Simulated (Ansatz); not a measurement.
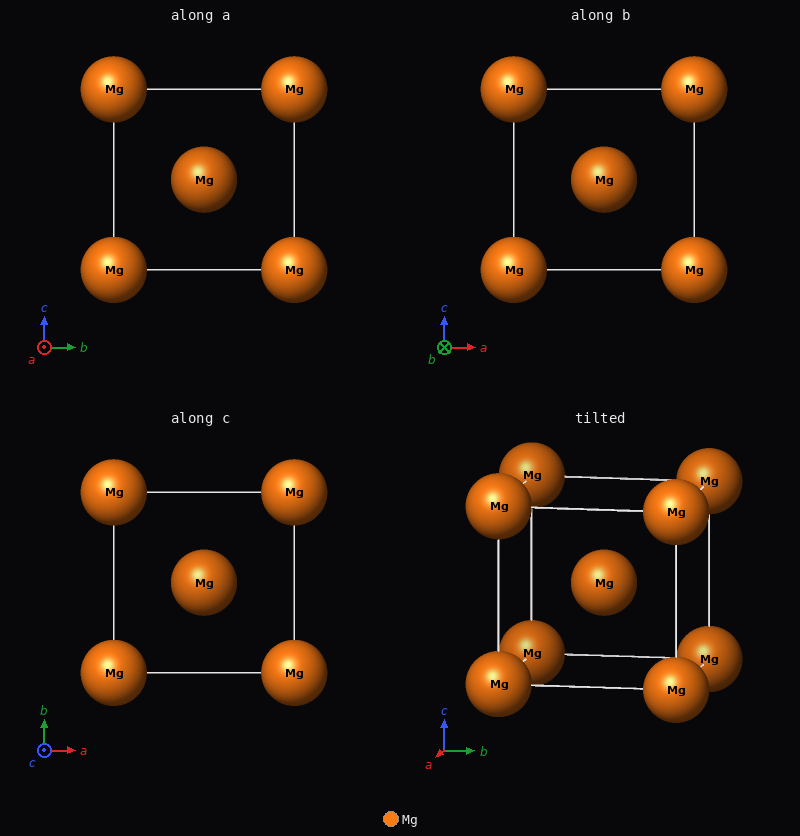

The structure above is drawn in spheres-only style and viewed along the a axis, along the b axis, along the c axis and slightly off an axis. The wireframe shows the conventional unit cell.

Lattice parameters: a = 3.5793 Å, b = 3.5793 Å, c = 3.5793 Å, α = 90.000°, β = 90.000°, γ = 90.000°.

Record the structure as a CIF with its space group and independent sites.

```cif
data_structure
_symmetry_space_group_name_H-M 'I m -3 m'
_symmetry_Int_Tables_number 229
_cell_length_a 3.5793
_cell_length_b 3.5793
_cell_length_c 3.5793
_cell_angle_alpha 90.000
_cell_angle_beta 90.000
_cell_angle_gamma 90.000
_cell_volume 45.86
loop_
_atom_site_label
_atom_site_type_symbol
_atom_site_symmetry_multiplicity
_atom_site_Wyckoff_symbol
_atom_site_fract_x
_atom_site_fract_y
_atom_site_fract_z
_atom_site_occupancy
Mg1 Mg 2 a 0.0000 0.0000 0.0000 1
```

Source of the structure: a structure type filled with this element by a generator (whether the element takes this form wasn't checked). Atoms and cell were optimised with DFT, PBE, plane waves (420 eV) with PAW, scalar-relativistic in Ansatz.
